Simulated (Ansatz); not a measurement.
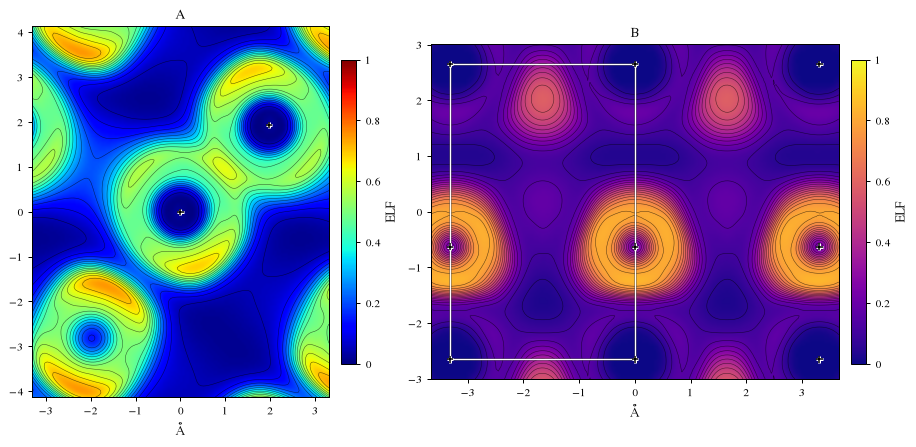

The ELF of 2 systems, each on a plane through atoms (crosses mark nuclei in the plane).

All numbers below come from DFT, LDA, PAW with Ansatz's default frozen-core files, scalar-relativistic (Ansatz).

System 1: ZnO, the (010) plane of the conventional cell. Space group P6₃mc; computed pressure about −14 GPa in this cell.

```cif
data_structure
_symmetry_space_group_name_H-M 'P 1'
_symmetry_Int_Tables_number 1
_cell_length_a 3.3131
_cell_length_b 3.3131
_cell_length_c 5.3059
_cell_angle_alpha 90.000
_cell_angle_beta 90.000
_cell_angle_gamma 120.000
_cell_volume 50.44
loop_
_atom_site_label
_atom_site_type_symbol
_atom_site_fract_x
_atom_site_fract_y
_atom_site_fract_z
_atom_site_occupancy
Zn1 Zn 0.33333 0.66667 0.00000 1
Zn2 Zn 0.66667 0.33333 0.50000 1
O1 O 0.33333 0.66667 0.38210 1
O2 O 0.66667 0.33333 0.88210 1
```

System 2: Te, the (110) plane of the conventional cell. Space group P3₁21; changed on purpose from its base cell (equal xx and yy strain of -2 %, PAW files); not relaxed (largest force 0.7 eV/Å).

```cif
data_structure
_symmetry_space_group_name_H-M 'P 1'
_symmetry_Int_Tables_number 1
_cell_length_a 4.3688
_cell_length_b 4.3688
_cell_length_c 5.9250
_cell_angle_alpha 90.000
_cell_angle_beta 90.000
_cell_angle_gamma 120.000
_cell_volume 97.94
loop_
_atom_site_label
_atom_site_type_symbol
_atom_site_fract_x
_atom_site_fract_y
_atom_site_fract_z
_atom_site_occupancy
Te1 Te 0.74500 0.00000 0.33333 1
Te2 Te 0.00000 0.74500 0.66667 1
Te3 Te 0.25500 0.25500 0.00000 1
```

### Match each panel to its system.

Panel A is system 2, Te: the plane holds Te. Te–Te (2.76 Å): the ELF peaks at about 0.65 between the atoms. Panel B is system 1, ZnO: the plane holds Zn and O. Zn–O (2.03 Å): the ELF peaks at about 0.85 in the valence shell of O, 0.6 Å from its nucleus, and is about 0.25 at the midpoint (no shared electron pair shows on this line).
